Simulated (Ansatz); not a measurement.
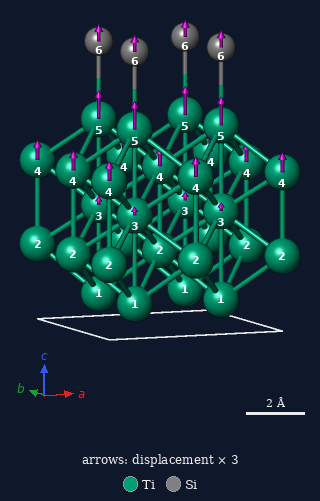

This is a constrained relaxation of a slab of composition Ti5Si (cut from the Im-3m phase). The starting structure is drawn; purple arrows show the displacements, magnified 3 times.

A ball-and-stick model of the 2 × 2 repeat of the cell, outlined in the plane, without the vacuum, seen slightly off an axis.

Case: Si put at a top Ti site. The slab is the (1 0 0) face of Ti with Si on it. 2 atoms are held fixed.

These are results of Ansatz, DFT r2SCAN, scalar-relativistic, plane waves, PAW, not measurements. (plane-wave cutoff 500 eV; k-point mesh 9 × 9 × 1; occupations gaussian; smearing width 0.1 eV; no spin polarisation; dipole correction; atoms relaxed in a fixed cell; force threshold 0.03 eV/Å; at most 70 steps)

Question: What did the optimiser do to the structure, and how much energy did it gain?

Answer: The largest move is that of Ti5, 0.34 Å along the normal (+c). By element the largest moves are Ti 0.34 Å, Si 0.20 Å. The cell doesn't change. Among the contacts that change: Ti2–Ti4 2.928 → 3.166 Å, Ti3–Ti5 2.998 → 3.235 Å, Ti5–Si6 2.720 → 2.580 Å, Ti1–Ti3 3.094 → 3.198 Å. Bond angles that change, for instance: Ti4–Ti5–Ti4 112.4° → 109.0°. The energy falls by 82.1 meV per cell of the calculation in 5 accepted moves (6 points after the start). Largest force component: 0.97 eV/Å at the start, 0.014 eV/Å at the end. The line search rejected the trial step at point 4 of the run.

Limits of the set-up: the periodic images lie only 3.3 Å apart, so the values are limited by the cell's size.
